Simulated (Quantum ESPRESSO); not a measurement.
## Cl: 7 runs along one coordinate

System: Cl (Cmce, 4 atoms in the cell).
Method: Kohn-Sham DFT of a periodic cell, PBEsol, PseudoDojo 0.4.1 SR PBEsol standard, no spin polarisation (Quantum ESPRESSO 7.5).

The 7 runs differ only in the geometry, by an even scaling of the cell at fixed fractional positions. The structure derives from an entry of the Crystallography Open Database.

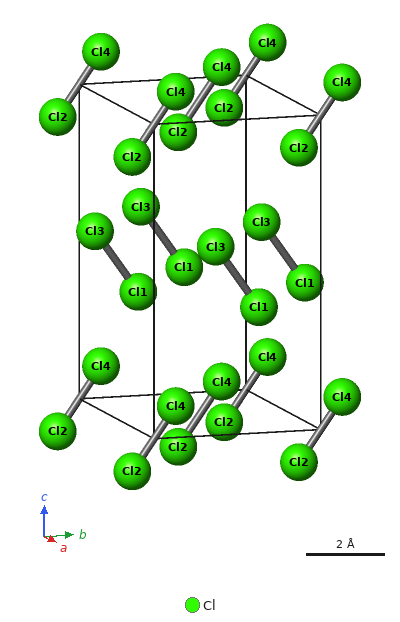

Figure 1. The structure of run 4 (ball-and-stick view of the cell 2 times as large as that of the calculation, set on its symmetry axes, seen slightly off an axis; atoms are numbered from 1 in the order of the input).

**Input of run 4**
```
&CONTROL
  calculation = 'scf'
  prefix = 'pwscf'
  outdir = './tmp'
  pseudo_dir = './pseudo'
  tprnfor = .true.
  tstress = .true.
  disk_io = 'nowf'
/
&SYSTEM
  ibrav = 0
  nat = 4
  ntyp = 1
  ecutwfc = 58
  nbnd = 21
  occupations = 'smearing'
  smearing = 'fd'
  degauss = 0.00367493
/
&ELECTRONS
  conv_thr = 8d-10
  electron_maxstep = 120
  mixing_beta = 0.5
/
ATOMIC_SPECIES
Cl    35.4500 Cl.upf
CELL_PARAMETERS angstrom
   3.1450000000   -2.2500000000    0.0000000000
   3.1450000000    2.2500000000    0.0000000000
   0.0000000000    0.0000000000    8.2100000000
ATOMIC_POSITIONS crystal
Cl     0.3700000000    0.6300000000    0.4000000000
Cl     0.1300000000    0.8700000000    0.9000000000
Cl     0.6300000000    0.3700000000    0.6000000000
Cl     0.8700000000    0.1300000000    0.1000000000
K_POINTS automatic
7 7 4 0 0 0
```

Command:
```bash
OMP_NUM_THREADS=1 pw.x -in pw.in > pw.out
```

Run 5 differs from it as follows:
```diff
-   3.1450000000   -2.2500000000    0.0000000000
-   3.1450000000    2.2500000000    0.0000000000
-   0.0000000000    0.0000000000    8.2100000000
+   3.1658284216   -2.2649010965    0.0000000000
+   3.1658284216    2.2649010965    0.0000000000
+   0.0000000000    0.0000000000    8.2643724455
```

**Results, with one run withheld**

```tsv
run	volume per atom (Å³)	free energy per atom, from the lowest run given (meV)	pressure (GPa)	gap on the mesh (eV)
1	27.305	1.93	0.84	2.63
2	27.886	0.00	0.18	2.55
3	28.467	0.34	−0.41	2.48
4	29.048	2.72	−0.94	2.41
5	29.629	?	?	?
6	30.210	12.70	−1.83	2.27
7	30.791	19.93	−2.20	2.20
```

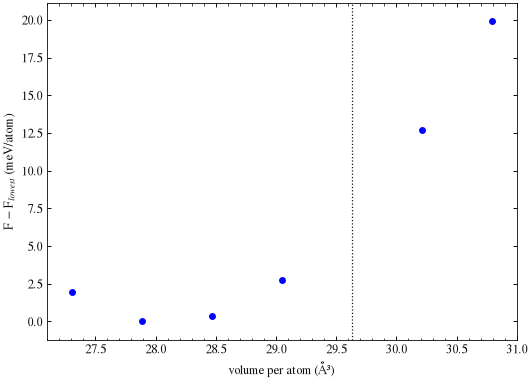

Figure 2. Free energy per atom of the runs given; the dotted line marks run 5.

What should run 5 give?

A cubic polynomial in V^(−2/3) (the Birch–Murnaghan form), fitted to the 6 runs given, misses them by under 0.01 meV per atom. With x = V^(−2/3) − 0.10617 Å⁻², it reads F = 1.9664 − 2016.9 x + 4.8278e+05 x² + 1.3579e+06 x³ (meV per atom). At run 5 it gives 6.90 meV per atom, and the run itself gives 6.90. The slope of the fit gives a pressure −dF/dV of −1.38 GPa there, and the run prints −1.41 GPa. The fit has its minimum at 28.081 Å³ per atom, where V d²F/dV² gives 29.2 GPa. Cell shape and fractional positions are held, so this is the stiffness under even scaling; the relaxed bulk modulus wasn't computed and can be far lower in a crystal of layers, chains or molecules like this one. The gap on the mesh goes, without turning, from 2.63 eV in run 1 to 2.20 eV in run 7; run 5 has 2.34 eV. These are gaps of this functional on this mesh, which can miss the band edges; they aren't the measured gap.

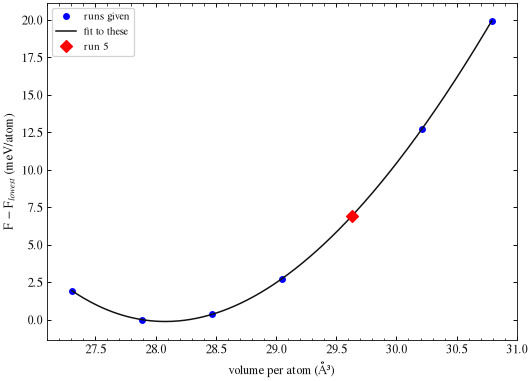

Figure 3. The fit and the withheld run.

**Some lines of the output (run 5)**
```
[...]
     number of k points=    48  Fermi-Dirac smearing, width (Ry)=  0.0037
     total energy              =    -130.85713543 Ry
     total energy              =    -130.85594665 Ry
     total energy              =    -130.85789379 Ry
     total energy              =    -130.85802534 Ry
     total energy              =    -130.85803148 Ry
     total energy              =    -130.85803160 Ry
     total energy              =    -130.85803178 Ry
     total energy              =    -130.85803182 Ry
     the Fermi energy is     1.4901 ev
!    total energy              =    -130.85803182 Ry
     The total energy is F=E-TS. E is the sum of the following terms:
     Computing stress (Cartesian axis) and pressure
          total   stress  (Ry/bohr**3)                   (kbar)     P=      -14.11
```
